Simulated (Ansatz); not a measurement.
**Ge: single-point calculation (part 1 of 2)**

System: Ge (slab, 16 atoms in the cell).
Method: DFT PBE+D3(BJ), scalar-relativistic, plane waves, PAW, no spin polarisation (Ansatz 0.2.0).

The structure derives from an entry of the Crystallography Open Database. It belongs to a series of runs on one base structure; here: the slab at its places in the relaxed adsorbed structure. Figures and captions count atoms from 1; the log counts them from 0 in places.

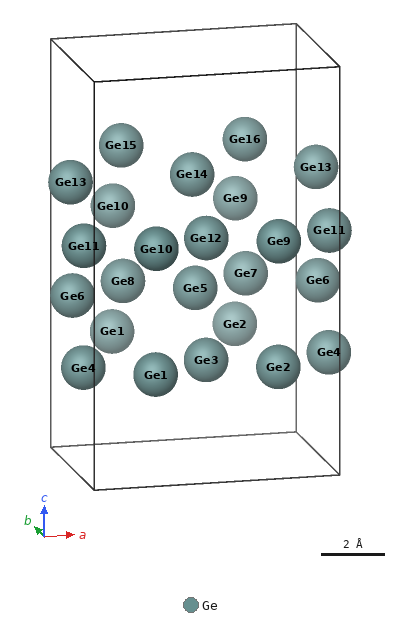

Figure 1. The structure (spheres-only view of the cell of the calculation, with the vacuum cut short, seen slightly off an axis; atoms are numbered from 1 in the order of the input). An atom can appear more than once, as a periodic image.

### Input file
```yaml
crystal:
  lattice:
    - [8.0601468051, 0.0, 0.0]
    - [0.0, 5.6993844632, 0.0]
    - [0.0, 0.0, 26.0703101038]
  atoms:
    - { symbol: Ge, position: [0.25, 0.0, 0.3068624795] }
    - { symbol: Ge, position: [0.75, 0.0, 0.3068624795] }
    - { symbol: Ge, position: [0.5, 0.25, 0.3068624795] }
    - { symbol: Ge, position: [0.0, 0.25, 0.3068624795] }
    - { symbol: Ge, position: [0.5, 0.5, 0.3841548743] }
    - { symbol: Ge, position: [0.0, 0.5, 0.3841548743] }
    - { symbol: Ge, position: [0.75, 0.75, 0.3841548743] }
    - { symbol: Ge, position: [0.25, 0.75, 0.3841548743] }
    - { symbol: Ge, position: [0.7496632078, -0.0134664344, 0.4659850973] }
    - { symbol: Ge, position: [0.2504823624, -0.015767255, 0.4663231398] }
    - { symbol: Ge, position: [0.0006702548, 0.2402178901, 0.4609790465] }
    - { symbol: Ge, position: [0.4995271432, 0.242391694, 0.4610026289] }
    - { symbol: Ge, position: [0.0025267905, 0.5591865937, 0.5237668954] }
    - { symbol: Ge, position: [0.4990961355, 0.5650803463, 0.5236248119] }
    - { symbol: Ge, position: [0.2494102193, 0.7869901766, 0.5531087623] }
    - { symbol: Ge, position: [0.7524893393, 0.7823006122, 0.5515237554] }
basis:
  ecutwfc: 420
kpoints:
  mp_grid: { grid: [3, 4, 1] }
hamiltonian:
  xc: pbe
  dispersion: d3bj
scf:
  occupations: { method: gaussian, width: 0.1 }
output:
  forces: true
  eigenvalues: true
  write_density: true
  volumetric_format: npy
efield:
  axis: 3
  dipole_correction: true
  ramp_width: 0.04
```

Run as:
```bash
ansatz run input.yaml --threads 4 --pin off --max-ram 10240MiB --backend cpu --events-out ev --progress --plain --runs-dir out
```

### What the program printed
```
Engine: ansatz 0.2.0, x86_64-unknown-linux-gnu
Pseudopotentials: kind: paw
Pseudopotential: Ge, paw, valence charge 14, recommended cutoff 420 eV (normal), Ge.paw.azcp
Functional definition: PBE
  parameter kappa = 0.804
  parameter beta = 0.06672455060314922
  exchange = pbe_x(kappa = kappa, mu = beta*pi^2/3)
  correlation = pbe_c(beta = beta)
Crystal: 16 atoms, lattice volume = 1197.615 Å³
Basis set: ecut = 420 eV, 23515 PW (Γ), exchange–correlation on 108×80×360 points (8 copies of the dense FFT grid, shifted against one another)
Bands: 135, of which v1, the nominal top of the filled ones, is band 112 counted from 1 (111 counted from 0)
Symmetry: 1 space group operations
Space group: P1 (ITA 1), of the structure as read, at distance tolerance 1.1e-4 Å
k-points: 7 of 12 (time reversal used)
Non-local potential: Ge, projectors of the file, l = 0: 2, l = 1: 2, l = 2: 3, l = 3: 1
PAW form: soft (Blöchl's): semilocal exchange-correlation on the pseudo side does not see the compensation charge
PAW one-centre angular grid: Ge, 590 points (default); XC on 64 Gauss nodes
Initial density: superposition of atomic densities (neutral atoms: chi_scale 0, normalization atom), corrected by the library's trained network
Initial wavefunctions: pseudopotential atomic-orbital guess
Functional: x = pbe(κ = 0.804, μ = 0.2195149727645171), c = pbe(β = 0.06672455060314922)
SCF iter   1: F=—  HF=-68717.005183 eV  |F-HF|=—  |Δ(HF+E_count)|=         —  Δρ=1.96e-3  dr2=2.32e-1  ethr=1.77e-3  p=0.061 e·Å  D=9.28e-3 V/Å  ΔV_dip=-0.24 eV  dr2_dipole=5.51e-2  V_vac-E_F(+/−)=4.46/4.70 eV  ⟨swp⟩=6.0  Hψ=3471  notcnv=0  defer=23
efield: sawtooth ramp at fractional position 0.9100 (placed from the atoms, in the widest stretch of the axis that holds none; the zero of the levels goes with the place), width 0.0400; the density the first Hamiltonian is built on has a dipole p = 0.061 e·Å; the dipole correction subtracts the counter field D = 9.28e-3 V/Å, which shifts the + side's vacuum level by -0.24 eV against the − side's; the planar-averaged density in the ramp window peaks in size at 1.1e-5 e/Å³
preconditioner: auto → LDOS  [metal: Δε(μ)=0.013 eV  Ē_g=21.807 eV  σ=0.100 eV  W_gap=0.07  n_scr=178 (ndim 8)  ℏωp=16.1 eV  f_vac=0.643  D(μ)=15.49/eV (n_scr^D=72)  β→1.0]
SCF iter   2: F=—  HF=-68716.983687 eV  |F-HF|=—  |Δ(HF+E_count)|=   2.15e-2  Δρ=9.11e-4  dr2=3.12e-2  ethr=1.04e-4  p=0.047 e·Å  D=7.14e-3 V/Å  ΔV_dip=-0.19 eV  dr2_dipole=6.63e-3  V_vac-E_F(+/−)=4.51/4.70 eV  ⟨swp⟩=2.0  Hψ=1249  notcnv=0  defer=53
SCF iter   3: F=—  HF=-68716.983015 eV  |F-HF|=—  |Δ(HF+E_count)|=   6.72e-4  Δρ=5.95e-4  dr2=1.11e-2  ethr=1.39e-5  p=0.037 e·Å  D=5.59e-3 V/Å  ΔV_dip=-0.15 eV  dr2_dipole=1.42e-3  V_vac-E_F(+/−)=4.55/4.70 eV  ⟨swp⟩=2.3  Hψ=1285  notcnv=0  defer=53
SCF iter   4: F=—  HF=-68716.980785 eV  |F-HF|=—  |Δ(HF+E_count)|=   2.23e-3  Δρ=1.97e-4  dr2=1.55e-3  ethr=4.95e-6  p=0.034 e·Å  D=5.09e-3 V/Å  ΔV_dip=-0.13 eV  dr2_dipole=2.23e-4  V_vac-E_F(+/−)=4.56/4.69 eV  ⟨swp⟩=2.0  Hψ=1276  notcnv=0  defer=53
SCF iter   5: F=—  HF=-68716.980609 eV  |F-HF|=—  |Δ(HF+E_count)|=   1.76e-4  Δρ=9.67e-5  dr2=2.75e-4  ethr=6.94e-7  p=0.031 e·Å  D=4.74e-3 V/Å  ΔV_dip=-0.12 eV  dr2_dipole=1.27e-5  V_vac-E_F(+/−)=4.57/4.69 eV  ⟨swp⟩=2.0  Hψ=1275  notcnv=0  defer=53
SCF iter   6: F=—  HF=-68716.980594 eV  |F-HF|=—  |Δ(HF+E_count)|=   1.57e-5  Δρ=4.78e-5  dr2=8.28e-5  ethr=1.23e-7  p=0.031 e·Å  D=4.63e-3 V/Å  ΔV_dip=-0.12 eV  dr2_dipole=1.22e-6  V_vac-E_F(+/−)=4.57/4.69 eV  ⟨swp⟩=2.0  Hψ=1278  notcnv=0  defer=53
SCF iter   7: F=—  HF=-68716.980717 eV  |F-HF|=—  |Δ(HF+E_count)|=   1.23e-4  Δρ=1.67e-5  dr2=1.09e-5  ethr=3.70e-8  p=0.031 e·Å  D=4.63e-3 V/Å  ΔV_dip=-0.12 eV  dr2_dipole=3.52e-7  V_vac-E_F(+/−)=4.57/4.69 eV  ⟨swp⟩=2.0  Hψ=1039  notcnv=0  defer=50
SCF iter   8: F=—  HF=-68716.980719 eV  |F-HF|=—  |Δ(HF+E_count)|=   1.91e-6  Δρ=6.89e-6  dr2=2.61e-6  ethr=4.86e-9  p=0.031 e·Å  D=4.63e-3 V/Å  ΔV_dip=-0.12 eV  dr2_dipole=2.38e-7  V_vac-E_F(+/−)=4.57/4.69 eV  ⟨swp⟩=2.0  Hψ=1029  notcnv=0  defer=47
SCF iter   9: F=—  HF=-68716.980719 eV  |F-HF|=—  |Δ(HF+E_count)|=   5.48e-7  Δρ=2.72e-6  dr2=4.69e-7  ethr=1.17e-9  p=0.031 e·Å  D=4.64e-3 V/Å  ΔV_dip=-0.12 eV  dr2_dipole=5.30e-8  V_vac-E_F(+/−)=4.57/4.69 eV  ⟨swp⟩=2.0  Hψ=1061  notcnv=0  defer=47
SCF iter  10: F=—  HF=-68716.980720 eV  |F-HF|=—  |Δ(HF+E_count)|=   1.58e-7  Δρ=1.61e-6  dr2=1.47e-7  ethr=4.46e-11  p=0.031 e·Å  D=4.63e-3 V/Å  ΔV_dip=-0.12 eV  dr2_dipole=2.96e-8  V_vac-E_F(+/−)=4.57/4.69 eV  ⟨swp⟩=13.6  Hψ=4103  notcnv=0
SCF iter  11: F=-68716.980720 eV  HF=-68716.980720 eV  |F-HF|=2.20e-8  |Δ(HF+E_count)|=   7.04e-9  Δρ=7.90e-7  dr2=2.13e-8  ethr=4.46e-11  p=0.031 e·Å  D=4.63e-3 V/Å  ΔV_dip=-0.12 eV  dr2_dipole=1.98e-9  V_vac-E_F(+/−)=4.57/4.69 eV  ⟨swp⟩=6.1  Hψ=2969  notcnv=0
SCF 1 converged in 11 iterations: F = -68716.980720 eV  dr2 = 2.13e-8
  greatest PAW one-centre occupation: 0.998 electrons in one spin orbital (limit 2), on the Ge atom at site 14 (counted from 0), in its partial waves of l = 2
```

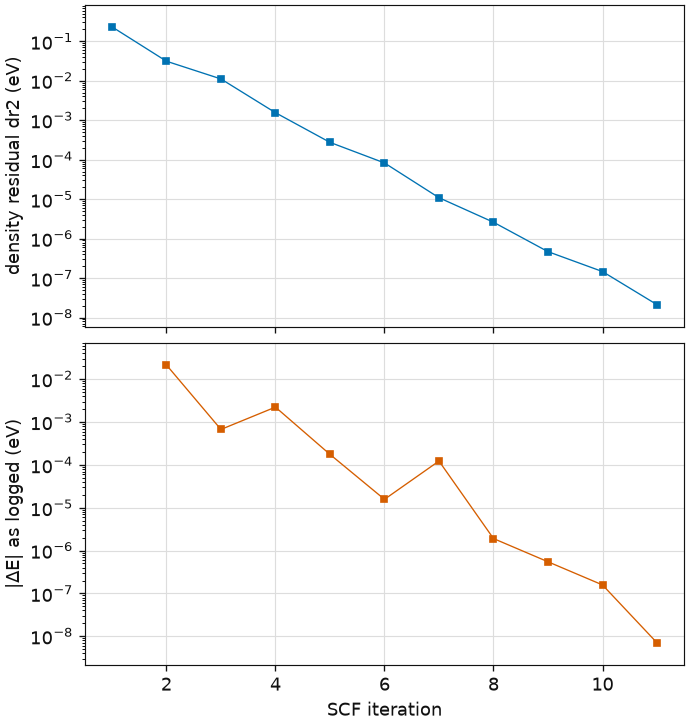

Figure 2. Convergence of the self-consistent field: density residual dr2 and size of the energy change against the SCF iteration. The residual falls at every step.

```
SCF converged after 11 iterations
Free energy (F): -68716.980720 eV
Harris-Foulkes:  -68716.980720 eV  (|F-HF|=2.20e-8)
Internal energy: -68716.901846 eV  (E = F + TS)
E sigma→0 (E₀):  -68716.941283 eV
Entropy (-TS):   -0.078873 eV (-4.930 meV/atom)
Fermi energy:    -0.733449 eV
Dipole field:    D = 0.004606 V/Å  (p = 0.030485 e·Å, saw-weighted, corrected)
Work function:   Φ+ = 4.5697 eV   Φ− = 4.6898 eV
Levels:          The Fermi level and band energies are counted from a zero that moves with the ramp; work functions are not
--- Per-component energies (eV) ---
  E_band       = -4375.247186
  E_kinetic    = 1766.000761
  E_local      = -248745.808028  (includes V_loc(G=0)·N_el)
  E_nonlocal   = 6673.606895
  E_hartree    = 120957.011663
  E_xc         = -1200.533972
  E_vxc        = -1020.738067  (∫ρ·V_xc dr)
  E_paw        = -32293.519196  (= ΣΔE_a)
  E_vpaw       = -4962.497129  (= ΣTr[D̂ρ^β])
  E_aug_tail   = 0.004937  (compensation charges beyond the density's cutoff)
  E_efield     = 0.000070  (sawtooth field / dipole correction)
  E_vefield    = 0.184033  (∫n·V_field dr)
  E_ewald      = 84129.978314
  E_disp       = -3.643291  (pairwise vdW)
  E_smearing   = -0.078873  (= −TS)
  E_closure    = 0.000000  (closes the sum)
  Σ components = -68716.980720   (vs F -68716.980720, Δ=0.00e0)
--- Forces (eV/Å), atoms counted from 1 ---
  atom   1  Ge    -0.00190482     0.10644125     0.06689738
  atom   2  Ge     0.00266366     0.12328617     0.07950302
  atom   3  Ge     0.00188573    -0.19357818    -0.25158049
  atom   4  Ge    -0.00195674    -0.17633121    -0.25664489
  atom   5  Ge    -0.00606816    -0.13973232     0.15709948
  atom   6  Ge     0.00778047    -0.15897771     0.18660323
  atom   7  Ge    -0.00492079     0.21966754    -0.00184514
  atom   8  Ge     0.00672828     0.22794156     0.00505730
  atom   9  Ge     0.00115745     0.00088398     0.00414384
  atom  10  Ge     0.00161207    -0.01771833    -0.01070525
  atom  11  Ge    -0.00077813     0.00413609    -0.02322557
  atom  12  Ge     0.00123794     0.01088754     0.04064563
  atom  13  Ge    -0.00215732     0.02678436    -0.00292331
  atom  14  Ge     0.01881869    -0.02174947    -0.00659167
  atom  15  Ge     0.02210685    -0.01751771    -0.01026726
  atom  16  Ge    -0.04620523     0.00556481     0.02384066
  max |Σ_I F_I| component: 1.16e-5 eV/Å
--- Band table (eV; the first three rows and the last of 7) ---
  k-point 0: bands = ["-25.3749", "-25.3687", "-25.3514", "-25.3492", "-25.3456", "-25.3419", "-25.3316", "-25.3262", "-25.3178", "-25.3066", "-25.3032", "-25.2977", "-25.2935", "-25.2920", "-25.2877", "-25.2667", "-25.2640", "-25.2566", "-25.2524", "-25.2511", "-25.2469", "-25.2418", "-25.2324", "-25.2232", "-25.2180", "-25.2140", "-25.2122", "-25.2105", "-25.2091", "-25.2035", "-25.1864", "-25.1649", "-25.1613", "-25.1602", "-25.1562", "-25.1543", "-25.1400", "-25.1229", "-25.1220", "-25.1210", "-25.1149", "-25.1097", "-25.1058", "-25.0829", "-25.0668", "-25.0626", "-25.0550", "-25.0545", "-25.0489", "-25.0431", "-25.0276", "-25.0048", "-24.9964", "-24.9784", "-24.9481", "-24.9388", "-24.9356", "-24.9341", "-24.9252", "-24.9028", "-24.9027", "-24.8832", "-24.8548", "-24.8446", "-24.8312", "-24.8305", "-24.8143", "-24.7710", "-24.7618", "-24.7478", "-24.7258", "-24.7215", "-24.7066", "-24.7061", "-24.7039", "-24.6989", "-24.6939", "-24.6915", "-24.6816", "-24.6757", "-12.6638", "-11.5900", "-10.8851", "-10.6914", "-10.1945", "-9.6558", "-9.6061", "-9.4114", "-8.7262", "-8.0886", "-8.0766", "-7.3096", "-7.1986", "-7.0999", "-5.2357", "-4.2540", "-4.0806", "-3.8658", "-3.7092", "-3.5528", "-3.1022", "-3.0885", "-3.0209", "-2.7374", "-2.6362", "-2.2167", "-2.1140", "-1.7707", "-1.1650", "-1.1450", "-1.1364", "-0.7599", "-0.5694", "-0.4546", "-0.3045", "0.5242", "0.7934", "0.9832", "1.1840", "1.2257", "1.4472", "1.5952", "1.6335", "1.8195", "2.0135", "2.3083", "2.5851", "2.8874", "3.1382", "3.3963", "3.5717", "3.8203", "3.8611", "3.8868", "4.0926"]
```
